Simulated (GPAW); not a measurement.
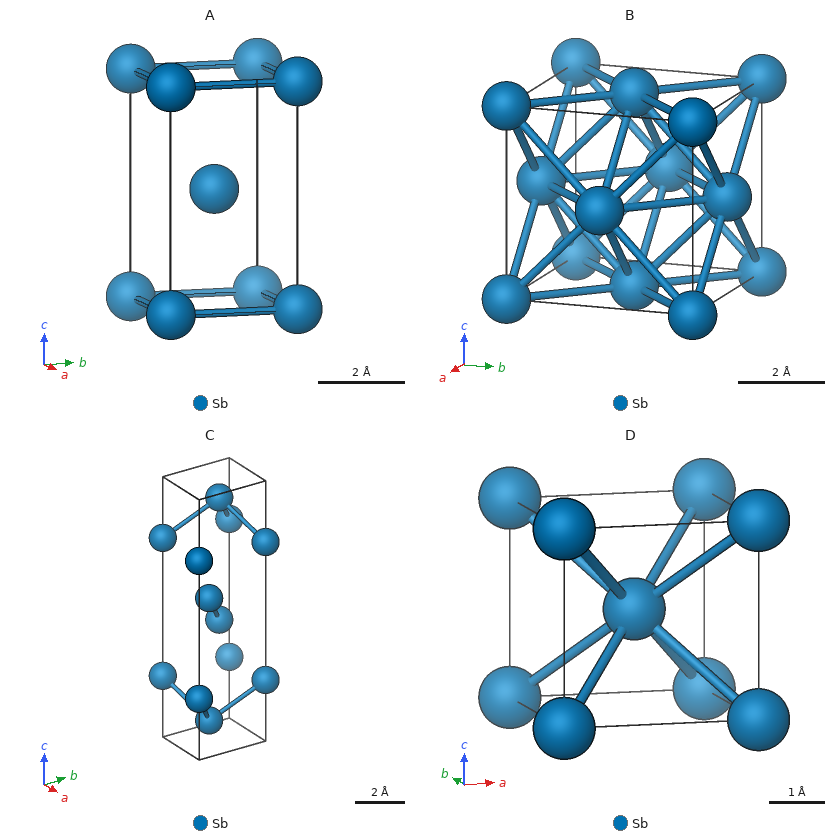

Four structures of Sb, each relaxed (cell and atoms) at zero pressure; conventional cells in solid outline, small ones repeated, each panel with its own scale. Alike in all runs: GPAW 26.7.0; functional PBEsol; dispersion D3; potentials PAW data sets generated in the run's folder for this functional; cutoff 600 eV; occupations fermi-dirac, width 0.05 eV; no spin polarisation; no spin-orbit coupling. The k meshes have like spacings.

**Name the structure in each panel.**

A: 2 atoms a cell on a body-centred tetragonal lattice, I4/mmm; B: face-centred cubic (Cu type), Fm-3m; C: α-arsenic (A7) type, R-3m; D: body-centred cubic (W type), Im-3m.

**Which of these is lowest in energy, and how far above it do the others lie?**

C, then D (+215 meV/atom), A (+257 meV/atom) and B (+283 meV/atom), static energies at zero smearing.

**Could pressure favour another of these structures?**

D is denser (25.5 against 29.4 Å³/atom), so pressure favours it. Setting PΔV equal to ΔE at fixed volumes gives a first estimate of 8.9 GPa for the crossing; compression of both forms, other phases and heat would move it.

**Collect the results in a table.**

| panel | space group | E − E(lowest) (meV/atom) | volume (Å³/atom) |
| --- | --- | --- | --- |
| C | R-3m | 0 | 29.4 |
| D | Im-3m | 215 | 25.5 |
| A | I4/mmm | 257 | 25.9 |
| B | Fm-3m | 283 | 25.3 |

The starts are database entries or structure types tried for this composition, and the most stable form need not be among them.

Caveat: later steps reuse the first step's grids.
